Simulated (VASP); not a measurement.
**A VASP study of CaO (Lime) (PBE + D3(BJ)): structure first, properties next**

Aim: relax CaO (Lime), then compute properties on the relaxed cell. The steps: full relaxation (PBE + D3(BJ)), second relaxation, single point with fields (PBE + D3(BJ)), band structure (PBE + D3(BJ)), density of states (PBE + D3(BJ)), volume scan with PBE + D3(BJ), fit for PBE + D3(BJ) and dielectric tensor and Born charges (PBE + D3(BJ)). The start is a cell from a database of measured crystal structures.

Program: VASP 6.6.1. Level of theory: PBE with D3(BJ); plane waves and PAW (Ca_sv, O). Results are calculated unless marked as measured.

## Step 1: The structure

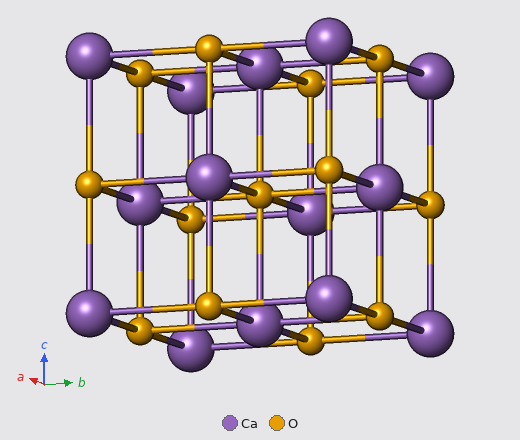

Start, viewed from a free direction; calcium purple, oxygen orange. This picture shows the conventional cell, with its axes. Some periodic images of atoms are drawn too.

## Step 2: Full relaxation (PBE + D3(BJ))

Properties are meant for the cell that this level of theory prefers, so cell and atoms are relaxed first (ISIF = 3) until forces and stress are small; EDIFFG sets the threshold. PBE, the usual starting point, adds the gradient of the density. A dispersion term adds the long-range attraction that semilocal functionals lack. D3 with Becke-Johnson damping keeps a finite attraction at short range.

INCAR reads:

```
SYSTEM = CaO
PREC = Accurate
ENCUT = 520
EDIFF = 1E-06
NELM = 100
ISMEAR = 0
SIGMA = 0.05
LREAL = .FALSE.
ALGO = Normal
GGA = PE
IVDW = 12
NBANDS = 14
LORBIT = 11
LWAVE = .FALSE.
LCHARG = .FALSE.
KPAR = 2
IBRION = 2
NSW = 60
ISIF = 3
EDIFFG = -0.01
```

POSCAR reads:

```
CaO
1.0
    0.0000000000      2.4065000000      2.4065000000
    2.4065000000      0.0000000000      2.4065000000
    2.4065000000      2.4065000000      0.0000000000
Ca O
1 1
Direct
    0.0000000000      0.0000000000      0.0000000000
    0.5000000000      0.5000000000      0.5000000000
```

KPOINTS reads:

```
Automatic mesh
0
Gamma
8 8 8
0 0 0
```

Potentials, in the order of the species: Ca_sv and O (PBE family, release 64).

The run is started by

```
$ mpirun -np 2 vasp_std
```

What it wrote:

```text
[banner, memory and clock lines left out]
running    2 mpi-ranks, on    1 nodes
 distrk:  each k-point on    1 cores,    2 groups
 distr:  one band on    1 cores,    1 groups

 POSCAR found type information on POSCAR CaO
 POSCAR found :  2 types and       2 ions
 LDA part: xc-table for (Slater+PW92), standard interpolation
 POSCAR, INCAR and KPOINTS ok, starting setup
 FFT: planning ... GRIDC
 FFT: planning ... GRID_SOFT
 FFT: planning ... GRID
 WAVECAR not read
 entering main loop
       N       E                     dE             d eps       ncg     rms          rms(c)
DAV:   1     0.128049237634E+03    0.12805E+03   -0.83586E+03   812   0.116E+03
DAV:   2    -0.837337272193E+01   -0.13642E+03   -0.12766E+03  1046   0.307E+02
DAV:   3    -0.143082309330E+02   -0.59349E+01   -0.58951E+01   884   0.663E+01
DAV:   4    -0.145125062270E+02   -0.20428E+00   -0.20406E+00  1254   0.105E+01
DAV:   5    -0.145141427192E+02   -0.16365E-02   -0.16363E-02   866   0.113E+00    0.857E+00
DAV:   6    -0.128644204481E+02    0.16497E+01   -0.58497E+00   862   0.236E+01    0.363E+00
DAV:   7    -0.128048585850E+02    0.59562E-01   -0.53815E-01   980   0.734E+00    0.178E+00
DAV:   8    -0.128026260542E+02    0.22325E-02   -0.73267E-02   960   0.294E+00    0.337E-01
DAV:   9    -0.128019218420E+02    0.70421E-03   -0.77431E-03  1012   0.651E-01    0.120E-01
DAV:  10    -0.128026730720E+02   -0.75123E-03   -0.10856E-03   842   0.356E-01    0.633E-02
DAV:  11    -0.128026180618E+02    0.55010E-04   -0.12017E-04  1112   0.129E-01    0.617E-03
DAV:  12    -0.128026188980E+02   -0.83619E-06   -0.14370E-05   852   0.335E-02    0.538E-03
DAV:  13    -0.128026184793E+02    0.41869E-06   -0.13521E-06   752   0.116E-02
   1 F= -.13344687E+02 E0= -.13344687E+02  d E =-.133447E+02
 curvature:   0.00 expect dE= 0.000E+00 dE for cont linesearch  0.000E+00
 trial: gam= 0.00000 g(F)=  0.600E-60 g(S)=  0.440E-02 ort = 0.000E+00 (trialstep = 0.100E+01)
 search vector abs. value=  0.440E-02
 bond charge predicted
       N       E                     dE             d eps       ncg     rms          rms(c)
DAV:   1    -0.128306021116E+02   -0.27983E-01   -0.89468E-01   926   0.100E+01    0.132E+00
DAV:   2    -0.127997954949E+02    0.30807E-01   -0.95747E-02   968   0.279E+00    0.504E-01
DAV:   3    -0.127941636785E+02    0.56318E-02   -0.11383E-02  1380   0.133E+00    0.195E-01
DAV:   4    -0.127935593773E+02    0.60430E-03   -0.45710E-03  1278   0.546E-01    0.620E-02
DAV:   5    -0.127935554752E+02    0.39021E-05   -0.35239E-05   884   0.615E-02    0.630E-02
DAV:   6    -0.127936760675E+02   -0.12059E-03   -0.36320E-05  1290   0.268E-02    0.525E-02
DAV:   7    -0.127938964349E+02   -0.22037E-03   -0.24929E-04  1320   0.961E-02    0.207E-02
DAV:   8    -0.127939057562E+02   -0.93213E-05   -0.23340E-06   804   0.176E-02    0.937E-03
DAV:   9    -0.127939087239E+02   -0.29677E-05   -0.33706E-07   616   0.715E-03    0.407E-03
DAV:  10    -0.127939101747E+02   -0.14508E-05   -0.27405E-07   418   0.578E-03    0.324E-04
DAV:  11    -0.127939101874E+02   -0.12729E-07   -0.18616E-08   406   0.164E-03
   2 F= -.13346058E+02 E0= -.13346058E+02  d E =-.137131E-02
 trial-energy change:   -0.001371  1 .order   -0.001340   -0.004400    0.001719
 step:   0.7251(harm=  0.7190)  dis= 0.00000  next Energy=   -13.346294 (dE=-0.161E-02)
 bond charge predicted
       N       E                     dE             d eps       ncg     rms          rms(c)
DAV:   1    -0.127997103851E+02   -0.58002E-02   -0.67889E-02   920   0.278E+00    0.362E-01
DAV:   2    -0.127974101602E+02    0.23002E-02   -0.73368E-03   980   0.769E-01    0.140E-01
DAV:   3    -0.127969794296E+02    0.43073E-03   -0.86805E-04  1396   0.364E-01    0.538E-02
DAV:   4    -0.127969298424E+02    0.49587E-04   -0.35600E-04  1284   0.152E-01    0.177E-02
DAV:   5    -0.127969288015E+02    0.10409E-05   -0.27986E-06   884   0.174E-02    0.187E-02
DAV:   6    -0.127969464154E+02   -0.17614E-04   -0.41387E-05  1314   0.327E-02    0.635E-03
DAV:   7    -0.127969456666E+02    0.74880E-06   -0.35483E-07   514   0.767E-03
   3 F= -.13346296E+02 E0= -.13346296E+02  d E =-.160903E-02
 curvature:  -0.36 expect dE=-0.962E-07 dE for cont linesearch -0.962E-07
 trial: gam= 0.00000 g(F)=  0.229E-59 g(S)=  0.268E-06 ort =-0.343E-04 (trialstep = 0.945E+00)
 search vector abs. value=  0.268E-06
 reached required accuracy - stopping structural energy minimisation
```

Wall time 12 s (2 MPI ranks of Intel Xeon Platinum 8488C (Sapphire Rapids), shared host); peak memory 0.33 GiB.

Lines that name or quote the potential files are left out of all logs, and their timing lines are given in words.

From OUTCAR (step 2):

```text
ion  position               nearest neighbor table
   1  0.000  0.000  0.000-   2 2.41   2 2.41   2 2.41   2 2.41   2 2.41   2 2.41
   2  0.500  0.500  0.500-   1 2.41   1 2.41   1 2.41   1 2.41   1 2.41   1 2.41

  LATTYP: Found a face centered cubic cell.
 ALAT       =     4.8130000000

 Subroutine GETGRP returns: Found 48 space group operations
 (whereof 48 operations were pure point group operations)

The static configuration has the point symmetry O_h .

 Found     29 irreducible k-points:

   k-points           NKPTS =     29   k-points in BZ     NKDIM =     29   number of bands    NBANDS=     14

   dimension x,y,z NGX =    28 NGY =   28 NGZ =   28
   dimension x,y,z NGXF=    56 NGYF=   56 NGZF=   56

   ENCUT  =  520.0 eV  38.22 Ry    6.18 a.u.   6.33  6.33  6.33*2*pi/ulx,y,z

   NELECT =      16.0000    total number of electrons

 k-points in reciprocal lattice and weights: Automatic mesh
   0.00000000  0.00000000  0.00000000       0.002
   0.12500000  0.00000000  0.00000000       0.016
   0.25000000  0.00000000  0.00000000       0.016
   0.37500000  0.00000000  0.00000000       0.016
   0.50000000  0.00000000  0.00000000       0.008
   0.12500000  0.12500000  0.00000000       0.012
   0.25000000  0.12500000  0.00000000       0.047
   0.37500000  0.12500000  0.00000000       0.047
   0.50000000  0.12500000  0.00000000       0.047
[...]
-0.37500000  0.50000000  0.12500000       0.023
  -0.25000000  0.50000000  0.25000000       0.012

 Edisp (eV)   -0.55215

 average (electrostatic) potential at core
       1 -43.8883       2 -70.1525

 E-fermi :   2.7143

 k-point     1 :       0.0000    0.0000    0.0000
  band No.  band energies     occupation
    ...
      4     -15.9577      2.00000
      5     -13.1499      2.00000
      6       2.3999      2.00000
      7       2.3999      2.00000
      8       2.3999      2.00000
      9       7.1856      0.00000
     10       8.6468      0.00000
     11       8.6468      0.00000
     12       8.6468      0.00000
     13      10.1678      0.00000
    ...

 k-point     2 :       0.1250    0.0000    0.0000
  band No.  band energies     occupation
    ...
      4     -15.9658      2.00000
      5     -12.9184      2.00000
      6       1.8628      2.00000
      7       2.1859      2.00000
      8       2.1859      2.00000
      9       7.8704      0.00000
     10       8.6086      0.00000
     11       8.9140      0.00000
     12       8.9140      0.00000
     13      10.5408      0.00000
    ...

 k-point     3 :       0.2500    0.0000    0.0000
  band No.  band energies     occupation
    ...
      4     -15.9854      2.00000
      5     -12.4539      2.00000
      6       0.8553      2.00000
      7       1.7282      2.00000
      8       1.7282      2.00000
      9       8.6823      0.00000
     10       9.3331      0.00000
     11       9.6150      0.00000
     12       9.6150      0.00000
     13      11.4376      0.00000
    ...

 Edisp (eV)   -0.54935

  Total       0.00192     0.00192     0.00192     0.00000     0.00000    -0.00000
  in kB       0.11201     0.11201     0.11201     0.00000     0.00000    -0.00000
  external pressure =        0.11 kB  Pullay stress =        0.00 kB

  energy-cutoff  :      520.00
  volume of cell :       27.51
      direct lattice vectors                 reciprocal lattice vectors
     0.000000000  2.396121490  2.396121490    -0.208670555  0.208670555  0.208670555
     2.396121490  0.000000000  2.396121490     0.208670555 -0.208670555  0.208670555
     2.396121490  2.396121490  0.000000000     0.208670555  0.208670555 -0.208670555

 POSITION                                       TOTAL-FORCE (eV/Angst)
 -----------------------------------------------------------------------------------
      0.00000      0.00000      0.00000        -0.000000      0.000000      0.000000
      2.39612      2.39612      2.39612         0.000000     -0.000000     -0.000000
 -----------------------------------------------------------------------------------
    total drift:                                0.000000      0.000000      0.000000

  FREE ENERGIE OF THE ION-ELECTRON SYSTEM (eV)
  ---------------------------------------------------
  free  energy   TOTEN  =       -13.3462961167 eV

  energy  without entropy=      -13.3462961167  energy(sigma->0) =      -13.34629612

 reached required accuracy - stopping structural energy minimisation

 total charge
# of ion       s       p       d       tot
------------------------------------------
    1        2.042   5.883   0.305   8.230
    2        1.550   3.456   0.000   5.006
--------------------------------------------------
tot          3.591   9.339   0.305  13.236

[... 3 further parts left out ...]
```

The gap is read on the k-mesh alone, so it is an upper bound where the band edges lie off the mesh. The run keeps the 48 symmetry operations of its start, so it cannot find a distortion of lower symmetry.

The steps of the relaxation:

| step | energy less that of the first step (eV) | largest force (eV/Å) | pressure (GPa) | volume (Å³) |
| --- | --- | --- | --- | --- |
| 1 | 0.0000 | 0.0000 | -1.42 | 27.87 |
| 2 | -0.0014 | 0.0000 | 0.56 | 27.38 |
| 3 | -0.0016 | 0.0000 | 0.01 | 27.51 |

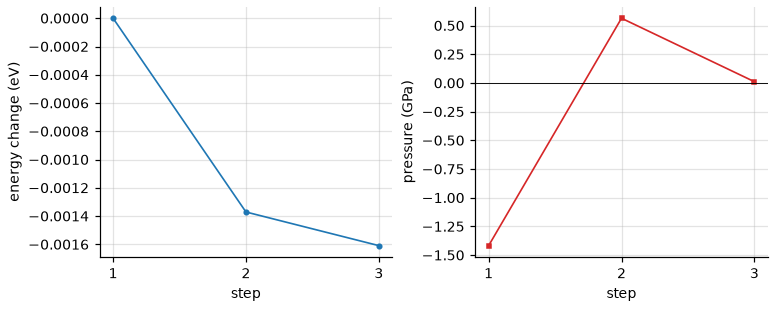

Energy and pressure along the relaxation.

```csv
"conventional cell, symmetrised",before,after,change
a (Å),4.813,4.792,-0.4 %
b (Å),4.813,4.792,-0.4 %
c (Å),4.813,4.792,-0.4 %
volume (Å³/atom),13.94,13.76,-1.3 %
```

The relaxed structure:

```xyz
2
Lattice="0.0000 2.3961 2.3961 2.3961 0.0000 2.3961 2.3961 2.3961 0.0000" Properties=species:S:1:pos:R:3 pbc="T T T"
Ca    0.0000    0.0000    0.0000
O     2.3961    2.3961    2.3961
```

This step gave:

```yaml
electrons: 16
bands: 14
irreducible_k_points: 29
symmetry_operations: 48
free_energy_toten: -13.35 eV
fermi_energy: 2.714 eV
pressure: 0.01120 GPa
metallic: no
valence_top_at_k: 0, 0, 0
conduction_bottom_at_k: 0.5, 0.5, 0
least_direct_gap_at_k: 0.5, 0.5, 0
scf_cycles_over_all_ionic_steps: 31
gap_on_the_k_mesh: 3.633 eV
least_direct_gap_on_the_k_mesh: 4.005 eV
```

It ends with forces that vanish by symmetry and a pressure of 0.01 GPa. The volume lies -1.3 % from that of the database's start, which holds the thermal and zero-point expansion of its experiment.

## Step 3: Second relaxation

A relaxation keeps the plane waves of the cell it began with, so it is repeated from the new cell, on a basis made for it.

INCAR is that of step 2.

POSCAR reads:

```
CaO
1.0
    0.0000000000      2.3961214898      2.3961214898
    2.3961214898      0.0000000000      2.3961214898
    2.3961214898      2.3961214898      0.0000000000
Ca O
1 1
Direct
    0.0000000000      0.0000000000      0.0000000000
    0.5000000000      0.5000000000      0.5000000000
```

KPOINTS is that of step 2.

The run is started by

```
$ mpirun -np 2 vasp_std
```

What it wrote:

```text
[... set-up lines as in an earlier step ...]
 entering main loop
       N       E                     dE             d eps       ncg     rms          rms(c)
DAV:   1     0.127813303330E+03    0.12781E+03   -0.85280E+03   812   0.117E+03
DAV:   2    -0.834794960625E+01   -0.13616E+03   -0.12690E+03   998   0.307E+02
DAV:   3    -0.142962063932E+02   -0.59483E+01   -0.59072E+01   920   0.660E+01
DAV:   4    -0.145067298242E+02   -0.21052E+00   -0.21027E+00  1182   0.108E+01
DAV:   5    -0.145095862214E+02   -0.28564E-02   -0.28564E-02   912   0.123E+00    0.857E+00
DAV:   6    -0.128552340229E+02    0.16544E+01   -0.57835E+00   860   0.236E+01    0.359E+00
DAV:   7    -0.127988726349E+02    0.56361E-01   -0.53533E-01   980   0.735E+00    0.178E+00
DAV:   8    -0.127966786901E+02    0.21939E-02   -0.72981E-02   958   0.293E+00    0.341E-01
DAV:   9    -0.127958948061E+02    0.78388E-03   -0.79124E-03  1004   0.670E-01    0.120E-01
DAV:  10    -0.127966301190E+02   -0.73531E-03   -0.10838E-03   856   0.357E-01    0.611E-02
DAV:  11    -0.127965773488E+02    0.52770E-04   -0.12349E-04  1078   0.129E-01    0.647E-03
DAV:  12    -0.127965780865E+02   -0.73773E-06   -0.14107E-05   858   0.335E-02    0.520E-03
DAV:  13    -0.127965776606E+02    0.42590E-06   -0.13784E-06   752   0.114E-02
   1 F= -.13345928E+02 E0= -.13345928E+02  d E =-.133459E+02
 curvature:   0.00 expect dE= 0.000E+00 dE for cont linesearch  0.000E+00
 trial: gam= 0.00000 g(F)=  0.423E-59 g(S)=  0.967E-08 ort = 0.000E+00 (trialstep = 0.100E+01)
 search vector abs. value=  0.977E-08
 reached required accuracy - stopping structural energy minimisation
```

Wall time 5 s (2 MPI ranks); peak memory 0.32 GiB.

From OUTCAR (step 3):

```text
  LATTYP: Found a face centered cubic cell.
 ALAT       =     4.7922429796

The static configuration has the point symmetry O_h .

 Found     29 irreducible k-points:

   ENCUT  =  520.0 eV  38.22 Ry    6.18 a.u.   6.30  6.30  6.30*2*pi/ulx,y,z

   NELECT =      16.0000    total number of electrons

 E-fermi :   2.7139

 k-point     1 :       0.0000    0.0000    0.0000
  band No.  band energies     occupation
    ...
      4     -15.9578      2.00000
      5     -13.1496      2.00000
      6       2.3999      2.00000
      7       2.3999      2.00000
      8       2.3999      2.00000
      9       7.1854      0.00000
     10       8.6468      0.00000
     11       8.6468      0.00000
     12       8.6468      0.00000
     13      10.1678      0.00000
    ...

 k-point     2 :       0.1250    0.0000    0.0000
  band No.  band energies     occupation
    ...
      4     -15.9659      2.00000
      5     -12.9184      2.00000
      6       1.8629      2.00000
      7       2.1859      2.00000
      8       2.1859      2.00000
      9       7.8701      0.00000
     10       8.6086      0.00000
     11       8.9140      0.00000
     12       8.9140      0.00000
     13      10.5408      0.00000
    ...

 Edisp (eV)   -0.54935

  Total       0.00037     0.00037     0.00037     0.00000     0.00000    -0.00000
  in kB       0.02128     0.02128     0.02128     0.00000     0.00000    -0.00000
  external pressure =        0.02 kB  Pullay stress =        0.00 kB

 POSITION                                       TOTAL-FORCE (eV/Angst)
 -----------------------------------------------------------------------------------
      0.00000      0.00000      0.00000        -0.000000     -0.000000     -0.000000
      2.39612      2.39612      2.39612         0.000000      0.000000      0.000000
 -----------------------------------------------------------------------------------
    total drift:                                0.000000      0.000000      0.000000

  FREE ENERGIE OF THE ION-ELECTRON SYSTEM (eV)
  ---------------------------------------------------
  free  energy   TOTEN  =       -13.3459281108 eV

  energy  without entropy=      -13.3459281108  energy(sigma->0) =      -13.34592811

 total charge
# of ion       s       p       d       tot
------------------------------------------
    1        2.042   5.883   0.305   8.230
    2        1.550   3.456   0.000   5.006
--------------------------------------------------
tot          3.592   9.339   0.305  13.236

[... 6 parts as in an earlier step ...]

[... 6 further parts left out ...]
```

Little changed from the start: no atom moved by 0.005 Å and no cell edge by 0.1 %.

Numbers from this step:

- pressure: 0.002128 GPa
- SCF cycles over all ionic steps: 13

It ends with forces that vanish by symmetry and a pressure of 0.00 GPa. The volume moved by under 0.01 %: the run met its threshold at the first step.

## Step 4: Single point with fields (PBE + D3(BJ))

The relaxed cell gets a fresh self-consistent run, on a basis set for its own volume, to fix the density and to check the remaining stress.

INCAR: that of step 3 with these lines changed.

```diff
@@ -14,7 +14,5 @@
 LWAVE = .FALSE.
-LCHARG = .FALSE.
-KPAR = 2
-IBRION = 2
-NSW = 60
-ISIF = 3
-EDIFFG = -0.01
+LCHARG = .TRUE.
+ISIF = 2
+LELF = .TRUE.
+LVHAR = .TRUE.
```

POSCAR is that of step 3.

KPOINTS is that of step 3.

The run is started by

```
$ mpirun -np 2 vasp_std
```

What it wrote:

```text
[banner, memory and clock lines left out]
running    2 mpi-ranks, on    1 nodes
 distrk:  each k-point on    2 cores,    1 groups
 distr:  one band on    1 cores,    2 groups

 POSCAR found type information on POSCAR CaO
 POSCAR found :  2 types and       2 ions
 LDA part: xc-table for (Slater+PW92), standard interpolation
 POSCAR, INCAR and KPOINTS ok, starting setup
 FFT: planning ... GRIDC
 FFT: planning ... GRID_SOFT
 FFT: planning ... GRID
 WAVECAR not read
 entering main loop
       N       E                     dE             d eps       ncg     rms          rms(c)
[... 1 cycle as in an earlier step ...]
DAV:   2    -0.834794960634E+01   -0.13616E+03   -0.12690E+03   998   0.307E+02
[... 3 cycles as in an earlier step ...]
DAV:   6    -0.128552340230E+02    0.16544E+01   -0.57835E+00   860   0.236E+01    0.359E+00
[... 5 cycles as in an earlier step ...]
DAV:  12    -0.127965780866E+02   -0.73771E-06   -0.14107E-05   858   0.335E-02    0.520E-03
DAV:  13    -0.127965776606E+02    0.42592E-06   -0.13784E-06   752   0.114E-02
   1 F= -.13345928E+02 E0= -.13345928E+02  d E =-.123743E-20
```

It took 5 s on 2 MPI ranks; peak memory 0.28 GiB.

Parts of OUTCAR (step 4):

```text
The static configuration has the point symmetry O_h .

 Found     29 irreducible k-points:

   NELECT =      16.0000    total number of electrons

 E-fermi :   2.7139

 Edisp (eV)   -0.54935

[... 20 parts as in an earlier step ...]
```

This step gave:

```
SCF cycles : 13
```

Valence electrons inside each PAW sphere by angular momentum. Sphere charges, by row:

```
atom  s (e)  p (e)  d (e)  tot (e)
 Ca1  2.042  5.883  0.305     8.23
  O2   1.55  3.456      0    5.006
```

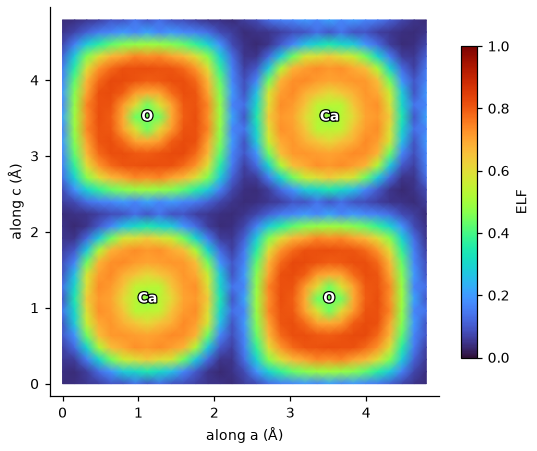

ELF in the ac plane of the conventional cell at fractional y = 0.000, with atoms of Ca and O within 0.2 Å of it. It is the smooth field of the valence electrons, not physical close to the nuclei. The map starts off the cell's origin, so that atoms lie inside it.

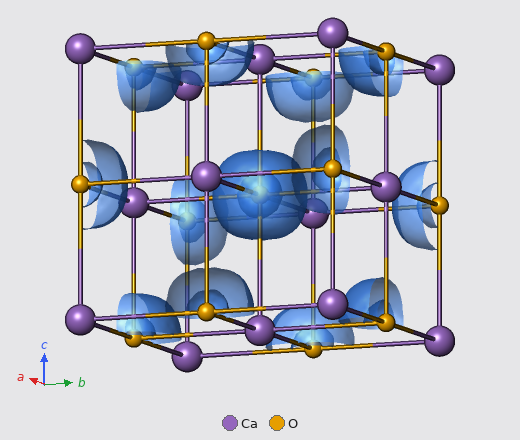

Surface of ELF = 0.75.

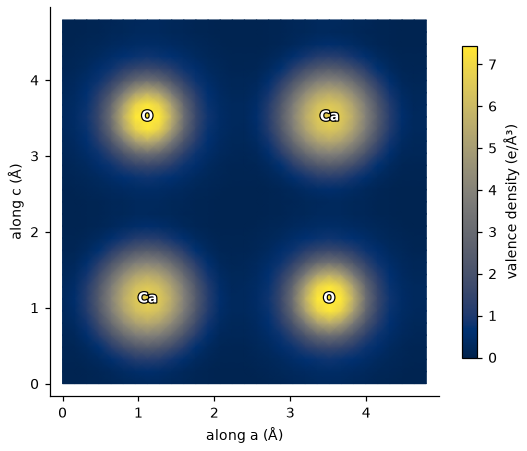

Valence density in the ac plane of the conventional cell at fractional y = 0.000, with atoms of Ca and O within 0.2 Å of it. It is the smooth field of the valence electrons, not physical close to the nuclei. The map starts off the cell's origin, so that atoms lie inside it.

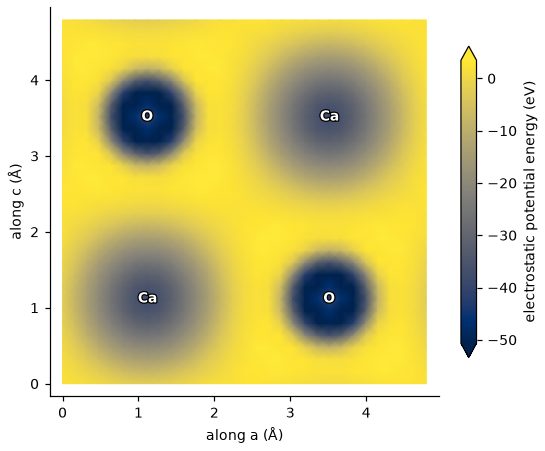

Electrostatic potential energy in the ac plane of the conventional cell at fractional y = 0.000, with atoms of Ca and O within 0.2 Å of it. With pseudopotentials it is smooth inside the atoms' cores, unlike the true potential. The map starts off the cell's origin, so that atoms lie inside it.

In this run the pressure is 0.00 GPa, small enough to go on.

(Part 1 of 4 ends here.)

[Lines on the potential files, build, host, timing and source positions are cut from VASP's logs without a mark.]

[Logs are printed without paths, hosts, clocks, repeated set-up lines and the standing remarks that a program may print on its own settings, such as how far it seeks lower states.]

[Hosts, paths, dates, database ids (printed as entryN), source tags and the programs' standing remarks are cut or masked in the printed files.]

[A measured line is paired with the nearest computed mode of its activity, which favours agreement.]
